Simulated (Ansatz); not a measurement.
# Run report: W₉Si₁₇, geometry relaxation (part 3 of 3)

W₉Si₁₇ (defect cell, 26 atoms in the cell); DFT, PBE, plane waves, PAW, no spin polarisation (Ansatz 0.2.0); cutoff 349.7 eV, 4×4×4 k-mesh, Gaussian smearing of 0.1 eV. The structure derives from an entry of the Crystallography Open Database. The settings are looser than a standard set-up, so the numbers are not reference values.

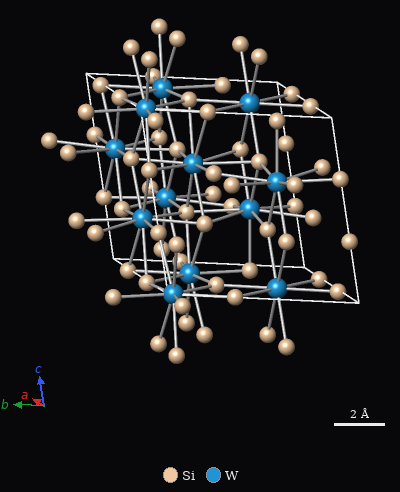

The geometry at step 6 of the log (ball-and-stick view of the cell of the calculation, seen at an oblique angle; bonded neighbours outside the cell are drawn too).

## The program's output, continued
```
  k-point 12: bands = ["-57.9103", "-57.9103", "-57.9020", "-57.8979", "-57.8858", "-57.8820", "-57.8820", "-57.8772", "-57.5431", "-21.7003", "-21.7003", "-21.6779", "-21.6705", "-21.6593", "-21.6593", "-21.5742", "-21.5601", "-21.5601", "-21.5429", "-21.5340", "-21.5340", "-21.5180", "-21.5174", "-21.5141", "-21.5114", "-21.4978", "-21.4739", "-21.4686", "-21.4686", "-21.4653", "-21.4653", "-21.4636", "-21.4614", "-21.3198", "-21.3198", "-21.0432", "-13.0626", "-12.8176", "-12.8176", "-12.7815",
      "-12.7815", "-12.7586", "-12.6125", "-12.6013", "-12.5622", "-12.5164", "-12.5164", "-12.4254", "-12.4254", "-12.3820", "-12.2434", "-12.2434", "-12.2216", "-12.1924", "-12.1596", "-12.1596", "-12.1346", "-12.1113", "-12.0864", "-12.0864", "-12.0464", "-11.9375", "-11.9334", "-11.9334", "-11.6689", "-11.6136", "-11.5823", "-11.5749", "-11.5749", "-11.5487", "-11.5487", "-11.4392", "-11.3739", "-11.3614", "-11.3299", "-11.2359", "-11.2326", "-11.2326", "-11.1786", "-11.1343",
      "-11.1154", "-11.1154", "-11.0803", "-11.0166", "-10.9649", "-10.9181", "-10.9135", "-10.8758", "-10.8237", "-10.8237", "-10.7639", "-10.7008", "-10.6066", "-10.6066", "-10.4712", "-10.3235", "-10.3235", "-10.1398", "-10.1398", "5.4908", "5.4908", "5.8339", "5.9751", "8.0775", "8.2949", "8.3379", "8.3379", "8.5107", "8.5107", "8.7049", "8.9864", "9.2609", "9.7625", "9.7773", "9.7773", "10.5689", "11.5932", "11.5932", "12.1075", "12.1736",
      "12.6090", "12.6090", "12.6460", "12.6977", "12.6977", "13.0526", "13.1454", "13.3231", "13.3997", "13.8935", "13.8935", "14.3637", "14.4184", "14.4529", "14.4529", "14.7949", "14.7949", "14.9160", "14.9570", "14.9570", "15.1619", "15.1619", "15.1659", "15.2132", "15.2358", "15.3060", "15.4035", "15.4035", "15.4072", "15.4617", "15.4617", "15.5043", "15.9665", "15.9995", "16.2022", "16.4266", "16.4581", "16.4581", "16.7139", "16.8135",
      "16.8135", "17.3503", "17.9470", "18.2335", "18.8516", "18.8516", "19.2128", "19.3386", "19.4844", "19.4844", "19.8611", "20.0496", "20.0639", "20.0992", "20.0992", "20.3447", "20.3745", "20.3745", "20.5324", "20.6098", "20.8524", "21.2646", "21.2646", "21.5673", "21.5844", "21.5844", "21.7690", "21.7697", "21.8944", "21.8969", "22.0297", "22.0297"]
--- Relaxed structure (9 steps of the walk, 8 accepted, 0 SCFs on fresh bases) ---
  F+E_penalty+E_count = -170898.62385616 eV   max|allowed force component| = 6.564e-3 eV/Å
  atoms:
    - { symbol: Si, position: [0.663064601828194, 0.33333333333333326, 0.6873618667316028] }
    - { symbol: Si, position: [0.3504264685597969, 0.33333333333333326, 0.31263813326839707] }
    - { symbol: Si, position: [0.9990879429712402, 0.00027524432310505054, 0.3330580890102282] }
    - { symbol: Si, position: [0.6630646018281939, 0.02069520006493636, 1.0] }
    - { symbol: Si, position: [0.33214603198146864, 0.00027524432310510605, 0.6669419109897716] }
    - { symbol: Si, position: [0.9990879429712403, 0.6663914223435614, 0.6669419109897716] }
    - { symbol: Si, position: [0.6660298539610119, 0.6663914223435615, 0.33305808901022826] }
    - { symbol: Si, position: [0.35042646855979703, 0.6459714666017303, 0.0] }
    - { symbol: Si, position: [0.003602064838472252, 0.6459714666017304, 1.0] }
    - { symbol: Si, position: [0.6675787236954263, 0.6663914223435614, 0.6669419109897716] }
    - { symbol: Si, position: [0.3345206346851979, 0.6663914223435615, 0.33305808901022826] }
    - { symbol: Si, position: [0.003602064838472363, 0.33333333333333326, 0.31263813326839707] }
    - { symbol: Si, position: [0.8333333333333331, 0.33333333333333326, 0.0] }
    - { symbol: Si, position: [0.31624019810686943, 0.33333333333333326, 0.6873618667316028] }
    - { symbol: Si, position: [0.0006368127056541883, 1.000275244323105, 0.6669419109897718] }
    - { symbol: Si, position: [0.6675787236954263, 1.0002752443231049, 0.3330580890102281] }
    - { symbol: Si, position: [0.3162401981068693, 1.0206952000649363, 0.0] }
    - { symbol: W, position: [0.650075744358522, 0.6998485112829558, 0.0] }
    - { symbol: W, position: [0.33333333333333326, 0.677612953093321, 0.655720380240012] }
    - { symbol: W, position: [-0.010946286426654739, 0.6776129530933213, 0.344279619759988] }
    - { symbol: W, position: [0.650075744358522, 0.33333333333333326, 0.3665151779496225] }
    - { symbol: W, position: [0.33333333333333326, 0.33333333333333326, 0.0] }
    - { symbol: W, position: [0.016590922308144462, 0.3333333333333333, 0.6334848220503775] }
    - { symbol: W, position: [0.6776129530933211, 0.9890537135733455, 0.6557203802400122] }
    - { symbol: W, position: [0.33333333333333337, 0.9890537135733453, 0.3442796197599878] }
    - { symbol: W, position: [1.0165909223081446, 0.9668181553837107, 1.0] }
```

## Trajectory as extended XYZ (Å, eV, eV/Å), 4 of the 9 frames kept, from step=1 to step=9
```
26
Lattice="0.0000 0.0000 -7.8668 -4.8435 -4.8435 -3.9334 -4.8435 4.8435 -3.9334" Properties=species:S:1:pos:R:3:forces:R:3 step=1 energy=-170890.61653
Si   -4.8435    1.6145   -9.1682   -0.3963   0.3963  -0.3589
Si   -3.2290    0.0000   -5.2348    0.3963  -0.3963  -0.3589
Si   -1.6145    1.6145   -9.1682    0.0000  -0.4437  -0.0110
Si   -4.8435    4.8435   -9.1682   -0.3963  -0.3963  -0.3589
Si   -3.2290    3.2290   -5.2348   -0.4437   0.0000  -0.0110
Si   -6.4580    0.0000  -13.1016    0.0000   0.4437  -0.0110
Si   -4.8435   -1.6145   -9.1682    0.4437   0.0000  -0.0110
Si   -3.2290   -3.2290   -5.2348    0.3963   0.3963  -0.3589
Si   -8.0725    1.6145   -6.5655    0.3963   0.3963   0.3589
Si   -6.4580    0.0000  -10.4989    0.0000   0.4437   0.0110
Si   -4.8435   -1.6145   -6.5655    0.4437   0.0000   0.0110
Si   -3.2290    0.0000   -2.6320    0.3963  -0.3963   0.3589
Si   -1.6145   -1.6145   -7.8668    0.0000   0.0000   0.0000
Si   -4.8435    1.6145   -6.5655   -0.3963   0.3963   0.3589
Si   -8.0725   -1.6145   -6.5655   -0.4437   0.0000   0.0110
Si   -6.4580   -3.2290  -10.4989    0.0000  -0.4437   0.0110
Si   -4.8435   -4.8435   -6.5655   -0.3963  -0.3963   0.3589
W    -3.2290   -3.2290   -7.8668   -2.4931  -2.4931   0.0000
W    -6.4580    0.0000   -7.8668    0.0000  -0.5073   0.0000
W    -4.8435   -1.6145   -3.9334   -0.5073   0.0000   0.0000
W    -3.2290    0.0000   -7.8668   -2.4931   2.4931   0.0000
W    -1.6145   -1.6145   -3.9334    0.0000   0.0000   0.0000
W    -4.8435    1.6145   -3.9334    2.4931  -2.4931   0.0000
W    -8.0725   -1.6145  -11.8002    0.5073   0.0000   0.0000
W    -6.4580   -3.2290   -7.8668    0.0000   0.5073   0.0000
W    -9.6870    0.0000  -15.7337    2.4931   2.4931   0.0000
26
Lattice="0.0000 0.0000 -7.8668 -4.8435 -4.8435 -3.9334 -4.8435 4.8435 -3.9334" Properties=species:S:1:pos:R:3:forces:R:3 step=4 energy=-170898.36343
Si   -4.9168    1.6878   -9.2030   -0.0692   0.0692  -0.1395
Si   -3.1557   -0.0733   -5.2696    0.0692  -0.0692  -0.1395
Si   -1.6145    1.5698   -9.1765    0.0000   0.3122  -0.0356
Si   -4.9168    4.7702   -9.2030   -0.0692  -0.0692  -0.1395
Si   -3.2737    3.2290   -5.2430    0.3122   0.0000  -0.0356
Si   -6.4580    0.0447  -13.1099    0.0000  -0.3122  -0.0356
Si   -4.7988   -1.6145   -9.1765   -0.3122   0.0000  -0.0356
Si   -3.1557   -3.1557   -5.2696    0.0692   0.0692  -0.1395
Si   -7.9992    1.6878   -6.5307    0.0692   0.0692   0.1395
Si   -6.4580    0.0447  -10.4906    0.0000  -0.3122   0.0356
Si   -4.7988   -1.6145   -6.5572   -0.3122   0.0000   0.0356
Si   -3.1557   -0.0733   -2.5972    0.0692  -0.0692   0.1395
Si   -1.6145   -1.6145   -7.8668    0.0000   0.0000   0.0000
Si   -4.9168    1.6878   -6.5307   -0.0692   0.0692   0.1395
Si   -8.1172   -1.6145   -6.5572    0.3122   0.0000   0.0356
Si   -6.4580   -3.2737  -10.4906    0.0000   0.3122   0.0356
Si   -4.9168   -4.9168   -6.5307   -0.0692  -0.0692   0.1395
W    -3.3741   -3.3741   -7.8668   -0.2990  -0.2990   0.0000
W    -6.4580   -0.1299   -7.8668    0.0000   2.9069   0.0000
W    -4.9734   -1.6145   -3.9334    2.9069   0.0000   0.0000
W    -3.3741    0.1451   -7.8668   -0.2990   0.2990   0.0000
W    -1.6145   -1.6145   -3.9334    0.0000   0.0000   0.0000
W    -4.6984    1.4694   -3.9334    0.2990  -0.2990   0.0000
W    -7.9426   -1.6145  -11.8002   -2.9069   0.0000   0.0000
W    -6.4580   -3.0991   -7.8668    0.0000  -2.9069   0.0000
W    -9.5419    0.1451  -15.7337    0.2990   0.2990   0.0000
26
Lattice="0.0000 0.0000 -7.8668 -4.8435 -4.8435 -3.9334 -4.8435 4.8435 -3.9334" Properties=species:S:1:pos:R:3:forces:R:3 step=6 energy=-170898.59854
Si   -4.9383    1.7093   -9.2255   -0.0168   0.0168  -0.0238
Si   -3.1342   -0.0948   -5.2921    0.0168  -0.0168  -0.0238
Si   -1.6145    1.5962   -9.1709    0.0000   0.1653  -0.0373
Si   -4.9383    4.7487   -9.2255   -0.0168  -0.0168  -0.0238
Si   -3.2473    3.2290   -5.2375    0.1653   0.0000  -0.0373
Si   -6.4580    0.0183  -13.1043    0.0000  -0.1653  -0.0373
Si   -4.8252   -1.6145   -9.1709   -0.1653   0.0000  -0.0373
Si   -3.1342   -3.1342   -5.2921    0.0168   0.0168  -0.0238
Si   -7.9777    1.7093   -6.5082    0.0168   0.0168   0.0238
Si   -6.4580    0.0183  -10.4962    0.0000  -0.1653   0.0373
Si   -4.8252   -1.6145   -6.5627   -0.1653   0.0000   0.0373
Si   -3.1342   -0.0948   -2.5747    0.0168  -0.0168   0.0238
Si   -1.6145   -1.6145   -7.8668    0.0000   0.0000   0.0000
Si   -4.9383    1.7093   -6.5082   -0.0168   0.0168   0.0238
Si   -8.0908   -1.6145   -6.5627    0.1653   0.0000   0.0373
Si   -6.4580   -3.2473  -10.4962    0.0000   0.1653   0.0373
Si   -4.9383   -4.9383   -6.5082   -0.0168  -0.0168   0.0238
W    -3.3920   -3.3920   -7.8668    0.1771   0.1771   0.0000
W    -6.4580   -0.1121   -7.8668    0.0000   0.9474   0.0000
W    -4.9556   -1.6145   -3.9334    0.9474   0.0000   0.0000
W    -3.3920    0.1630   -7.8668    0.1771  -0.1771   0.0000
W    -1.6145   -1.6145   -3.9334    0.0000   0.0000   0.0000
W    -4.6805    1.4515   -3.9334   -0.1771   0.1771   0.0000
W    -7.9604   -1.6145  -11.8002   -0.9474   0.0000   0.0000
W    -6.4580   -3.1169   -7.8668    0.0000  -0.9474   0.0000
W    -9.5240    0.1630  -15.7337   -0.1771  -0.1771   0.0000
26
Lattice="0.0000 0.0000 -7.8668 -4.8435 -4.8435 -3.9334 -4.8435 4.8435 -3.9334" Properties=species:S:1:pos:R:3:forces:R:3 step=9 energy=-170898.62386
Si   -4.9437    1.7147   -9.2310    0.0029  -0.0029  -0.0026
Si   -3.1288   -0.1002   -5.2976   -0.0029   0.0029  -0.0026
Si   -1.6145    1.6118   -9.1708    0.0000   0.0062  -0.0066
Si   -4.9437    4.7433   -9.2310    0.0029   0.0029  -0.0026
Si   -3.2317    3.2290   -5.2374    0.0062   0.0000  -0.0066
Si   -6.4580    0.0027  -13.1042    0.0000  -0.0062  -0.0066
Si   -4.8408   -1.6145   -9.1708   -0.0062   0.0000  -0.0066
Si   -3.1288   -3.1288   -5.2976   -0.0029  -0.0029  -0.0026
Si   -7.9723    1.7147   -6.5026   -0.0029  -0.0029   0.0026
Si   -6.4580    0.0027  -10.4963    0.0000  -0.0062   0.0066
Si   -4.8408   -1.6145   -6.5629   -0.0062   0.0000   0.0066
Si   -3.1288   -0.1002   -2.5692   -0.0029   0.0029   0.0026
Si   -1.6145   -1.6145   -7.8668    0.0000   0.0000   0.0000
Si   -4.9437    1.7147   -6.5026    0.0029  -0.0029   0.0026
Si   -8.0752   -1.6145   -6.5629    0.0062   0.0000   0.0066
Si   -6.4580   -3.2317  -10.4963    0.0000   0.0062   0.0066
Si   -4.9437   -4.9437   -6.5026    0.0029   0.0029   0.0026
W    -3.3897   -3.3897   -7.8668    0.0052   0.0052   0.0000
W    -6.4580   -0.1060   -7.8668    0.0000  -0.0048   0.0000
W    -4.9495   -1.6145   -3.9334   -0.0048   0.0000   0.0000
W    -3.3897    0.1607   -7.8668    0.0052  -0.0052   0.0000
W    -1.6145   -1.6145   -3.9334    0.0000   0.0000   0.0000
W    -4.6828    1.4538   -3.9334   -0.0052   0.0052   0.0000
W    -7.9665   -1.6145  -11.8002    0.0048   0.0000   0.0000
W    -6.4580   -3.1230   -7.8668    0.0000   0.0048   0.0000
W    -9.5263    0.1607  -15.7337   -0.0052  -0.0052   0.0000
```

## Key numbers

| quantity | value |
| --- | --- |
| outcome | converged |
| electrons treated | 320 |
| free energy | −170898.6239 eV |
| Fermi energy | 17.248 eV |
| gap on the k-point mesh | none (metallic) |
| pressure | 1.74 GPa |
| final volume | 369.10 Å³ |
| largest force (length of the vector) at the end | 0.009 eV/Å |
| hardware | 4 threads of Intel Xeon @ 2.30GHz, 28 GiB of memory available, shared host |
| wall time | 1.8 min (CPU time 6.8 min) |
| peak memory | 1.8 GiB |

## Remarks

Settings chosen away from the usual ones: basis.ecutrho_ratio set to 9; hamiltonian.pseudopotentials set to {"kind": "paw", "source": "ansatz"}; basis.ecutwfc set to 25.7 Ry (from 420). These settings are looser than, or depart from, a standard set-up, so the numbers are not reference values for this system. The program warns: the cutoff is below the recommended one; the SCF threshold is looser than advised for the printed stress. Spin–orbit coupling is left out, which matters for W.
